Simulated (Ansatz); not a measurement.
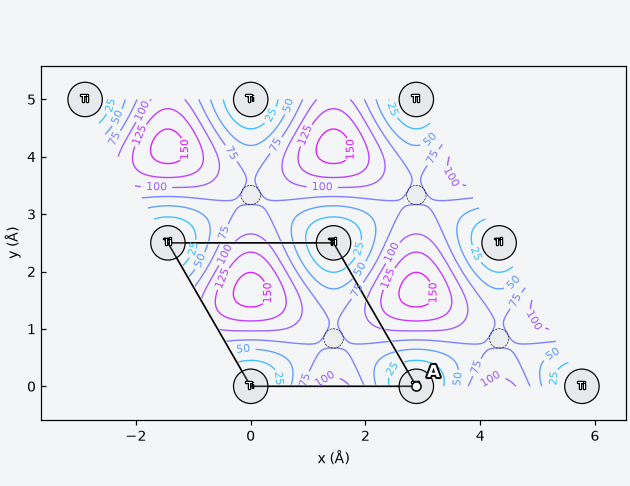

Si on a Ti(001) slab cut from the P6_3/mmc phase, its upper half relaxed before the scan (20 atoms of substrate and one adsorbate in a 2 × 2 cell). Si is moved over the surface cell at a fixed height above a rigid substrate; the origin of the map has the adsorbate above Ti17; the height is held at 2.80 Å. Places are given modulo a cell vector. The map is drawn in real space over the plane of the surface. Grid: 6 × 6 points; 10 points were computed and 26 follow by symmetry. Places are given in fractions of the 1 × 1 surface cell. Energies are in meV, from the lowest grid point. The runs have no spin polarisation, so an open-shell adsorbate far from the surface lies too high. At a fixed height the lowest place need not be the adsorption site. All numbers below come from Ansatz, DFT PBE+D3(BJ), scalar-relativistic, plane waves, PAW. Settings: cutoff 420 eV, k-mesh 6×6×1, gaussian smearing 0.1 eV, no spin polarisation.

The picture shows contour lines labelled in meV, labelled circles for the atoms of the top layer and small ones for the second layer, the outline of one cell of the 2 × 2 shown, the point A. Between grid points the surface is interpolated.

Find the lowest pass out of the well at A.

The easiest path leads from the well at the top site over a surface Ti atom, (0/6, 0/6) of the cell vectors to its copy one period on. Its highest point lies about 75 meV above the bottom of the first well on the interpolated surface, at about (0.72, 0.44) of the cell vectors. This is the barrier on the constrained surface; relaxing the other coordinates would change it.

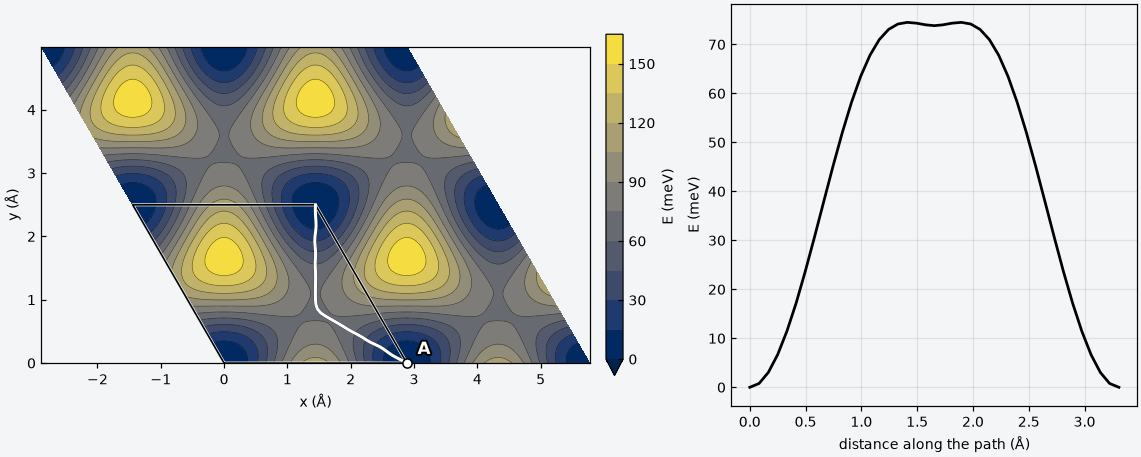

The picture shows filled contours, a line along the lowest path, the outline of one cell of the 2 × 2 shown, the energy along the path at the right. Between grid points the surface is interpolated.

PAW datasets: the set soft_1.
